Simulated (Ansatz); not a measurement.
# Geometry relaxation of Mo$_{6}$Si (part 1 of 2)

- system: Mo$_{6}$Si (slab, 7 atoms in the cell)
- method: DFT PBEsol, scalar-relativistic, plane waves, PAW, PAW set soft_1, no spin polarisation (Ansatz 0.2.0)

The structure derives from an entry of the Crystallography Open Database. The input holds or restrains some coordinates. Forces given for the steps count only the free coordinates.

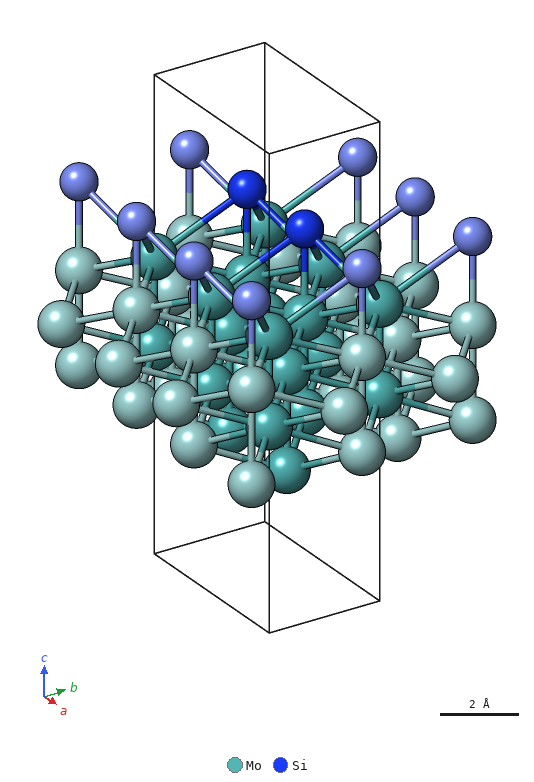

Figure 1. The starting structure (ball-and-stick view of the 2 × 1 repeat of the cell, with the vacuum cut short, seen slightly off an axis; neighbours outside the cell are drawn fainter). An atom can appear more than once, as a periodic image.

Key numbers

```tsv
quantity	value
outcome	converged under the restraints of the input
electrons treated	88
free energy	−29998.8817 eV
work function, top face	5.20 eV
work function, bottom face	3.88 eV
Fermi energy	3.242 eV
gap on the k-point mesh	none (metallic)
final volume	334.58 Å³
work function (upper face)	5.20 eV
largest force (length of the vector) at the end, held atoms and coordinates included	2.006 eV/Å
hardware	1 thread of Arm Neoverse V2, 24 GiB of memory available, shared host
wall time	38 s
peak memory	0.48 GiB
```

Notes

The program warns: the PAW datasets were made with another functional; the exchange-correlation potential is rough where the density is thin.

The input
```yaml
crystal:
  lattice:
    - [4.4256825775, 0.0, 0.0]
    - [-2.2128412888, 3.8327535412, 0.0]
    - [0.0, 0.0, 19.7247696238]
  atoms:
    - { symbol: Mo, position: [0.6666666667, 0.3333333333, 0.2027907081] }
    - { symbol: Mo, position: [0.3333333333, 0.6666666667, 0.2485904153] }
    - { symbol: Mo, position: [0.0, 0.0, 0.2943901225] }
    - { symbol: Mo, position: [0.6666666667, 0.3333333333, 0.3368101115] }
    - { symbol: Mo, position: [0.3333333333, 0.6666666667, 0.3772266203] }
    - { symbol: Mo, position: [0.0, 0.0, 0.4169767141] }
    - { symbol: Si, position: [0.3333333333, 0.6666666667, 0.4971608915] }
basis:
  ecutwfc: 420
kpoints:
  mp_grid: { grid: [6, 6, 1] }
hamiltonian:
  xc: pbesol
  pseudopotentials: { kind: paw, azcp: { folder: soft_1 } }
scf:
  occupations: { method: gaussian, width: 0.1 }
output:
  forces: true
  eigenvalues: true
  write_density: true
  write_potential: true
  elf: true
  volumetric_format: npy
relax:
  adjacent_minimum: "off"
  f_tol: 0.025
  max_steps: 16
  constraints: [{ sites: [0, 1, 2, 3, 4, 5] }, { sites: [6], fix: xy }]
efield:
  axis: 3
  dipole_correction: true
  ramp_width: 0.04
```

Launched with:
```bash
ansatz run input.yaml --threads 1 --pin off --max-ram 3072MiB --backend cpu --events-out ev --progress --plain --runs-dir out
```

What the program printed
```
Warning: [file] the record states the generating functional pbe (its physics header spells it `PBE`), which answers neither for hamiltonian.xc's functional nor for the pbesol family's — results may be inconsistent (PPs are generated against a specific XC)
Warning: [file] the record states the generating functional pbe (its physics header spells it `PBE`), which answers neither for hamiltonian.xc's functional nor for the pbesol family's — results may be inconsistent (PPs are generated against a specific XC)
Engine: ansatz 0.2.0, aarch64-unknown-linux-gnu
Pseudopotentials: kind: paw
Pseudopotential: Mo, paw, valence charge 14, recommended cutoff 420 eV (normal), [file]
Pseudopotential: Si, paw, valence charge 4, recommended cutoff 420 eV (normal), [file]
Functional definition: PBEsol
  exchange = pbesol_x
  correlation = pbesol_c
Crystal: 7 atoms, lattice volume = 334.582 Å³
Basis set: ecut = 420 eV, 6635 PW (Γ), exchange–correlation on 60×60×270 points (8 copies of the dense FFT grid, shifted against one another)
Bands: 53, of which v1, the nominal top of the filled ones, is band 44 counted from 1 (43 counted from 0)
Symmetry: 6 space group operations
Space group: P3m1 (ITA 156), of the structure as read, at distance tolerance 6.9e-5 Å
k-points: 7 of 36 (time reversal used)
Non-local potential: Mo, projectors of the file, l = 0: 3, l = 1: 2, l = 2: 2, l = 3: 1
Non-local potential: Si, projectors of the file, l = 0: 2, l = 1: 2, l = 2: 1
PAW form: soft (Blöchl's): semilocal exchange-correlation on the pseudo side does not see the compensation charge
PAW frozen core: Mo, regenerated for the run's functional, and the local potential with it (the file was generated under x = pbe(κ = 0.804, μ = 0.2195149727645171), c = pbe(β = 0.06672455060314922))
PAW frozen core: Si, regenerated for the run's functional, and the local potential with it (the file was generated under x = pbe(κ = 0.804, μ = 0.2195149727645171), c = pbe(β = 0.06672455060314922))
PAW one-centre angular grid: Mo, 590 points (default); XC on 64 Gauss nodes
PAW one-centre angular grid: Si, 110 points (default); XC on 64 Gauss nodes
Initial density: superposition of atomic densities (neutral atoms: chi_scale 0, normalization atom)
Initial wavefunctions: pseudopotential atomic-orbital guess
Functional: x = pbesol(κ = 0.804, μ = 0.12345679012345678), c = pbesol(β = 0.046)
SCF iter   1: F=—  HF=-30005.225427 eV  |F-HF|=—  |Δ(HF+E_count)|=         —  Δρ=5.96e-2  dr2=4.53e1  ethr=3.10e-3  p=0.000 e·Å  D=1.57e-6 V/Å  ΔV_dip=-0.00 eV  dr2_dipole=2.82e0  V_vac-E_F(+/−)=6.31/6.31 eV  ⟨swp⟩=9.3  Hψ=1840  notcnv=0
efield: sawtooth ramp at fractional position 0.8300 (placed from the atoms, in the widest stretch of the axis that holds none; the zero of the levels goes with the place), width 0.0400; the density the first Hamiltonian is built on has a dipole p = 0.000 e·Å; the dipole correction subtracts the counter field D = 1.57e-6 V/Å, which shifts the + side's vacuum level by -0.00 eV against the − side's; the planar-averaged density in the ramp window peaks in size at 2.3e-6 e/Å³
preconditioner: auto → LDOS  [metal: Δε(μ)=0.019 eV  Ē_g=4.438 eV  σ=0.100 eV  W_gap=0.10  n_scr=66 (ndim 8)  ℏωp=12.8 eV  f_vac=0.543  D(μ)=8.70/eV (n_scr^D=66)  β→1.0]
SCF iter   2: F=—  HF=-30002.666007 eV  |F-HF|=—  |Δ(HF+E_count)|=    2.56e0  Δρ=5.05e-2  dr2=4.71e1  ethr=3.10e-3  p=-0.361 e·Å  D=-1.95e-1 V/Å  ΔV_dip=3.85 eV  dr2_dipole=1.41e1  V_vac-E_F(+/−)=5.72/1.88 eV  ⟨swp⟩=5.9  Hψ=1028  notcnv=0  defer=12
SCF iter   3: F=—  HF=-29999.004764 eV  |F-HF|=—  |Δ(HF+E_count)|=    3.66e0  Δρ=1.25e-2  dr2=1.39e0  ethr=3.10e-3  p=-0.094 e·Å  D=-5.08e-2 V/Å  ΔV_dip=1.00 eV  dr2_dipole=1.30e-1  V_vac-E_F(+/−)=5.37/4.37 eV  ⟨swp⟩=4.4  Hψ=891  notcnv=0  defer=16
SCF iter   4: F=—  HF=-29998.893436 eV  |F-HF|=—  |Δ(HF+E_count)|=   1.11e-1  Δρ=3.91e-3  dr2=1.08e-1  ethr=1.58e-3  p=-0.117 e·Å  D=-6.31e-2 V/Å  ΔV_dip=1.24 eV  dr2_dipole=1.08e-3  V_vac-E_F(+/−)=5.35/4.11 eV  ⟨swp⟩=2.3  Hψ=504  notcnv=0  defer=17
SCF iter   5: F=—  HF=-29998.879084 eV  |F-HF|=—  |Δ(HF+E_count)|=   1.44e-2  Δρ=1.47e-3  dr2=2.69e-2  ethr=1.23e-4  p=-0.120 e·Å  D=-6.48e-2 V/Å  ΔV_dip=1.28 eV  dr2_dipole=2.13e-3  V_vac-E_F(+/−)=5.26/3.98 eV  ⟨swp⟩=2.9  Hψ=728  notcnv=0  defer=17
SCF iter   6: F=—  HF=-29998.878663 eV  |F-HF|=—  |Δ(HF+E_count)|=   4.20e-4  Δρ=8.18e-4  dr2=6.06e-3  ethr=3.06e-5  p=-0.119 e·Å  D=-6.42e-2 V/Å  ΔV_dip=1.27 eV  dr2_dipole=5.63e-4  V_vac-E_F(+/−)=5.22/3.95 eV  ⟨swp⟩=2.1  Hψ=503  notcnv=0  defer=17
SCF iter   7: F=—  HF=-29998.878632 eV  |F-HF|=—  |Δ(HF+E_count)|=   3.19e-5  Δρ=2.32e-4  dr2=4.21e-4  ethr=6.89e-6  p=-0.119 e·Å  D=-6.43e-2 V/Å  ΔV_dip=1.27 eV  dr2_dipole=4.31e-5  V_vac-E_F(+/−)=5.20/3.93 eV  ⟨swp⟩=2.3  Hψ=529  notcnv=0  defer=17
SCF iter   8: F=—  HF=-29998.878693 eV  |F-HF|=—  |Δ(HF+E_count)|=   6.11e-5  Δρ=1.03e-4  dr2=1.68e-4  ethr=4.79e-7  p=-0.120 e·Å  D=-6.51e-2 V/Å  ΔV_dip=1.28 eV  dr2_dipole=2.13e-5  V_vac-E_F(+/−)=5.19/3.91 eV  ⟨swp⟩=2.7  Hψ=626  notcnv=0  defer=17
SCF iter   9: F=-29998.878688 eV  HF=-29998.878691 eV  |F-HF|=3.31e-6  |Δ(HF+E_count)|=   1.55e-6  Δρ=3.83e-5  dr2=1.43e-5  ethr=1.78e-8  p=-0.122 e·Å  D=-6.58e-2 V/Å  ΔV_dip=1.30 eV  dr2_dipole=9.20e-7  V_vac-E_F(+/−)=5.19/3.89 eV  ⟨swp⟩=24.6  Hψ=4248  notcnv=0
SCF 1 converged in 9 iterations: F = -29998.878688 eV  dr2 = 1.43e-5
  greatest PAW one-centre occupation: 0.999 electrons in one spin orbital (limit 2), on the Mo atom at site 4 (counted from 0), in its partial waves of l = 0
relax step   1: F+E_penalty+E_count = -29998.87868781 eV  Δ(F+E_penalty+E_count) = +0.000e0 eV  max|allowed force component| = 2.636e-1 eV/Å  Δτ_max = 0.0000 Å  (9 SCF iters, dr2 threshold 1.56e-5 eV, accepted)
Initial density: handed on by an earlier stage of this run
Initial wavefunctions: those handed on with the density
iter 1 solved again at ethr=7.18e-6 eV; its pass at ethr=3.10e-3 eV (dr2=6.32e-3 eV) is discarded
SCF iter   1: F=—  HF=-29998.881909 eV  |F-HF|=—  |Δ(HF+E_count)|=         —  Δρ=6.50e-4  dr2=6.63e-3  ethr=7.18e-6  p=-0.122 e·Å  D=-6.58e-2 V/Å  ΔV_dip=1.30 eV  dr2_dipole=1.46e-3  V_vac-E_F(+/−)=5.20/3.90 eV  ⟨swp⟩=2.0  Hψ=999  notcnv=0  defer=7
efield: sawtooth ramp at fractional position 0.8300 (handed on by an earlier solve), width 0.0400; the density the first Hamiltonian is built on has a dipole p = -0.122 e·Å; the dipole correction subtracts the counter field D = -6.58e-2 V/Å, which shifts the + side's vacuum level by +1.30 eV against the − side's; the planar-averaged density in the ramp window peaks in size at 5.2e-6 e/Å³
preconditioner: auto → LDOS  [metal: Δε(μ)=0.064 eV  Ē_g=3.845 eV  σ=0.100 eV  W_gap=0.33  n_scr=66 (ndim 8)  ℏωp=12.8 eV  f_vac=0.551  D(μ)=11.41/eV (n_scr^D=80)  β→1.0]
SCF iter   2: F=—  HF=-29998.881429 eV  |F-HF|=—  |Δ(HF+E_count)|=   4.79e-4  Δρ=3.30e-4  dr2=1.16e-3  ethr=7.18e-6  p=-0.122 e·Å  D=-6.59e-2 V/Å  ΔV_dip=1.30 eV  dr2_dipole=4.41e-4  V_vac-E_F(+/−)=5.19/3.89 eV  ⟨swp⟩=2.0  Hψ=500  notcnv=0  defer=7
SCF iter   3: F=—  HF=-29998.881838 eV  |F-HF|=—  |Δ(HF+E_count)|=   4.09e-4  Δρ=2.50e-4  dr2=6.11e-4  ethr=1.32e-6  p=-0.123 e·Å  D=-6.64e-2 V/Å  ΔV_dip=1.31 eV  dr2_dipole=5.18e-5  V_vac-E_F(+/−)=5.20/3.89 eV  ⟨swp⟩=3.0  Hψ=702  notcnv=0  defer=7
SCF iter   4: F=—  HF=-29998.881721 eV  |F-HF|=—  |Δ(HF+E_count)|=   1.17e-4  Δρ=4.43e-5  dr2=4.01e-5  ethr=6.94e-7  p=-0.123 e·Å  D=-6.64e-2 V/Å  ΔV_dip=1.31 eV  dr2_dipole=1.56e-5  V_vac-E_F(+/−)=5.19/3.88 eV  ⟨swp⟩=2.4  Hψ=560  notcnv=0  defer=7
SCF iter   5: F=-29998.881715 eV  HF=-29998.881718 eV  |F-HF|=3.15e-6  |Δ(HF+E_count)|=   3.45e-6  Δρ=2.02e-5  dr2=3.35e-6  ethr=4.94e-9  p=-0.123 e·Å  D=-6.65e-2 V/Å  ΔV_dip=1.31 eV  dr2_dipole=1.02e-6  V_vac-E_F(+/−)=5.19/3.88 eV  ⟨swp⟩=18.6  Hψ=3850  notcnv=0
SCF 2 converged in 5 iterations: F = -29998.881715 eV  dr2 = 3.35e-6
relax step   2: F+E_penalty+E_count = -29998.88171451 eV  Δ(F+E_penalty+E_count) = -3.027e-3 eV  max|allowed force component| = 1.757e-2 eV/Å  Δτ_max = 0.0241 Å  (5 SCF iters, dr2 threshold 4.34e-6 eV, accepted)
iter 1 solved again at ethr=3.72e-9 eV; its pass at ethr=3.10e-3 eV (dr2=3.27e-6 eV) is discarded
SCF iter   1: F=—  HF=-29998.881741 eV  |F-HF|=—  |Δ(HF+E_count)|=         —  Δρ=2.01e-5  dr2=3.28e-6  ethr=3.72e-9  p=-0.123 e·Å  D=-6.65e-2 V/Å  ΔV_dip=1.31 eV  dr2_dipole=9.66e-7  V_vac-E_F(+/−)=5.19/3.88 eV  ⟨swp⟩=1.0  Hψ=910  notcnv=0
efield: sawtooth ramp at fractional position 0.8300 (handed on by an earlier solve), width 0.0400; the density the first Hamiltonian is built on has a dipole p = -0.123 e·Å; the dipole correction subtracts the counter field D = -6.65e-2 V/Å, which shifts the + side's vacuum level by +1.31 eV against the − side's; the planar-averaged density in the ramp window peaks in size at 4.8e-6 e/Å³
preconditioner: auto → LDOS  [metal: Δε(μ)=0.062 eV  Ē_g=3.843 eV  σ=0.100 eV  W_gap=0.31  n_scr=66 (ndim 8)  ℏωp=12.8 eV  f_vac=0.551  D(μ)=11.41/eV (n_scr^D=80)  β→1.0]
SCF iter   2: F=—  HF=-29998.881718 eV  |F-HF|=—  |Δ(HF+E_count)|=   2.33e-5  Δρ=1.14e-5  dr2=1.74e-6  ethr=3.72e-9  p=-0.123 e·Å  D=-6.65e-2 V/Å  ΔV_dip=1.31 eV  dr2_dipole=5.57e-7  V_vac-E_F(+/−)=5.19/3.88 eV  ⟨swp⟩=2.1  Hψ=532  notcnv=0
SCF iter   3: F=—  HF=-29998.881718 eV  |F-HF|=—  |Δ(HF+E_count)|=   4.05e-8  Δρ=6.16e-6  dr2=4.67e-7  ethr=1.97e-9  p=-0.123 e·Å  D=-6.65e-2 V/Å  ΔV_dip=1.31 eV  dr2_dipole=1.58e-7  V_vac-E_F(+/−)=5.19/3.88 eV  ⟨swp⟩=2.0  Hψ=579  notcnv=0
SCF iter   4: F=-29998.881718 eV  HF=-29998.881718 eV  |F-HF|=1.05e-7  |Δ(HF+E_count)|=   6.44e-9  Δρ=2.41e-6  dr2=8.29e-8  ethr=1.14e-10  p=-0.123 e·Å  D=-6.66e-2 V/Å  ΔV_dip=1.31 eV  dr2_dipole=4.75e-8  V_vac-E_F(+/−)=5.19/3.88 eV  ⟨swp⟩=10.3  Hψ=3042  notcnv=0
SCF 3 converged in 4 iterations: F = -29998.881718 eV  dr2 = 8.29e-8
relax step   3: F+E_penalty+E_count = -29998.88171780 eV  Δ(F+E_penalty+E_count) = -3.295e-6 eV  max|allowed force component| = 1.730e-2 eV/Å  Δτ_max = 0.0000 Å  (4 SCF iters, accepted)
```

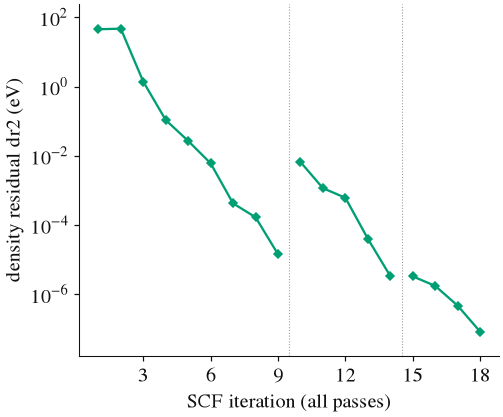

Figure 2. Convergence of the self-consistent field: density residual dr2 against the SCF iteration. The dotted lines part the SCF passes of the relaxation: geometry steps, rejected trials and re-solves on a re-selected basis. The passes take 9, 5 and 4 iterations.

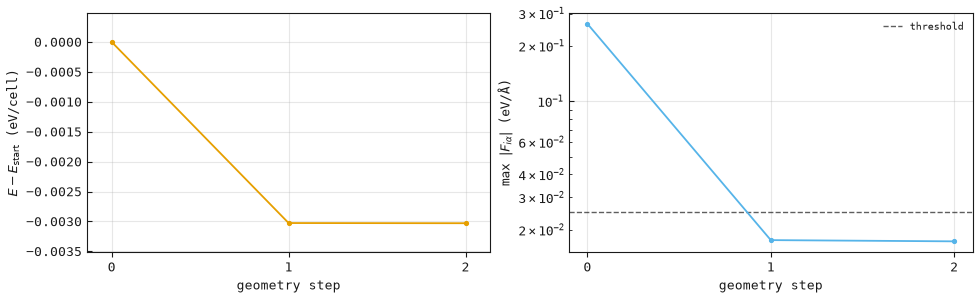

Figure 3. Progress of the restrained relaxation, step by step (the first geometry is step 0 here and step 1 in the log).

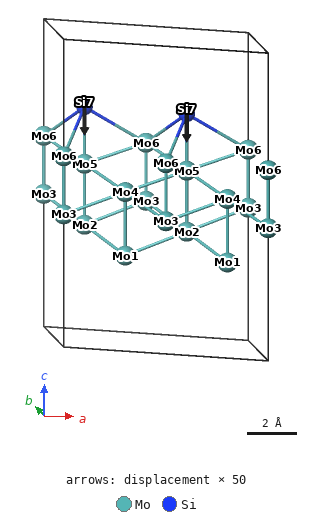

Figure 4. The starting structure with the displacements as black arrows, magnified 50 times (ball-and-stick view of the 2 × 1 repeat of the cell, with the vacuum cut short, seen slightly off an axis). After 2 geometry steps the energy has fallen by 3.0 meV per cell of the calculation. Largest force component: 0.26 eV/Å at the start, 0.017 eV/Å at the end. Si7 moves most: 0.024 Å. Mo stays in place. The cell doesn't change. Among the contacts that change: Mo5–Si7 2.366 → 2.342 Å, Mo6–Si7 3.005 → 2.992 Å. (Atoms are counted from 1 in the order of the input.)
